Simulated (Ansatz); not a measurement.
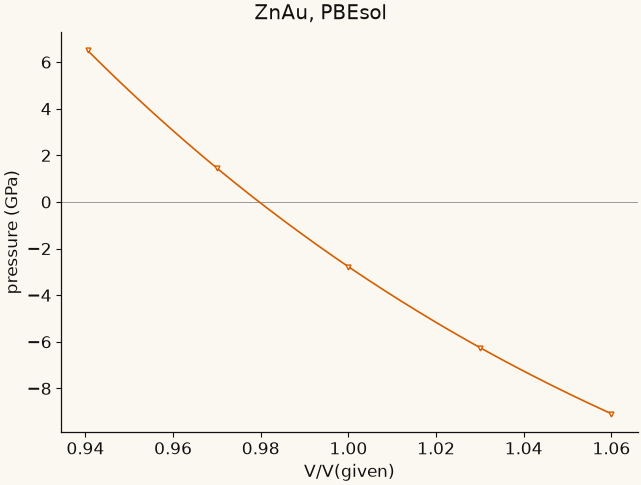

Calculation (Ansatz 0.2.0): periodic Kohn-Sham DFT of a crystal at fixed atoms, scaled to the stated factor times the given cell; pressure positive in compression. Level: PBEsol, no spin-orbit coupling.

```
       setting            value
        method  frozen-core PAW
    relativity           scalar
        k mesh         13×13×13
   occupations      Fermi–Dirac
smearing width          0.05 eV
   wave cutoff           420 eV
       PAW set           soft_2
```

Cell as given: a = 3.150 Å, b = 3.150 Å, c = 3.150 Å, α = 90.00°, β = 90.00°, γ = 90.00°; 2 atoms.

Pressure against V/V(given) for ZnAu, space group Pm-3m (No. 221).

V(given) is 15.63 Å³/atom.

The pressure falls from 6.5 GPa at V/V(given) 0.941 to −9.1 GPa at 1.060, and changes sign near 0.980. The volume at zero pressure from a fit of the pressures is 15.3 Å³/atom. The bulk modulus from that fit is 144 GPa.

Caveats: PAW files made with PBE; no spin-orbit coupling on heavy atoms.
